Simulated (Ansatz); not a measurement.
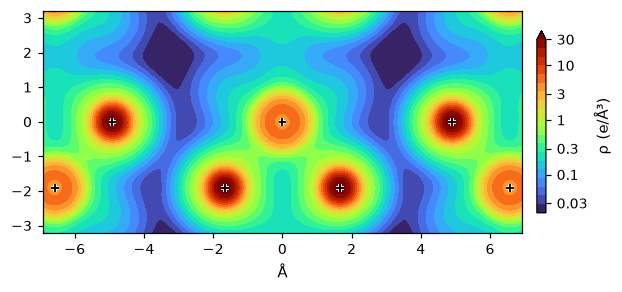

The valence electron density on a plane through atoms (crosses mark nuclei in the plane).

Theory: DFT, r2SCAN, plane waves, PAW (Ansatz 0.2.0).

Candidates:
A. Te, a = 4.72 Å, b = 4.72 Å, c = 6.28 Å, α = 90.00°, β = 90.00°, γ = 120.00°. Space group P3₁21; a structure from a database of computed crystals, not necessarily the ambient phase; started from the database structure prototype, which need not be the ambient phase; changed on purpose from its base cell (hydrostatic strain +5.6%); computed pressure about −2 GPa in this cell.
B. WSe2, a = 3.30 Å, b = 3.30 Å, c = 13.15 Å, α = 90.00°, β = 90.00°, γ = 120.00°. Space group P6₃/mmc; a structure from a database of computed crystals, not necessarily the ambient phase; started from the database structure prototype, which need not be the ambient phase.
C. MoSe2, a = 3.31 Å, b = 3.31 Å, c = 13.09 Å, α = 90.00°, β = 90.00°, γ = 120.00°. Space group P6₃/mmc; started from the measured structure prototype, which need not be the ambient phase; computed without spin polarisation.

Question: Which system is this?

Answer: Candidate B: WSe2 on the (110) plane of the conventional cell, which holds W and Se. W–Se (2.53 Å): ρ at the midpoint is about 0.56 e/Å³.
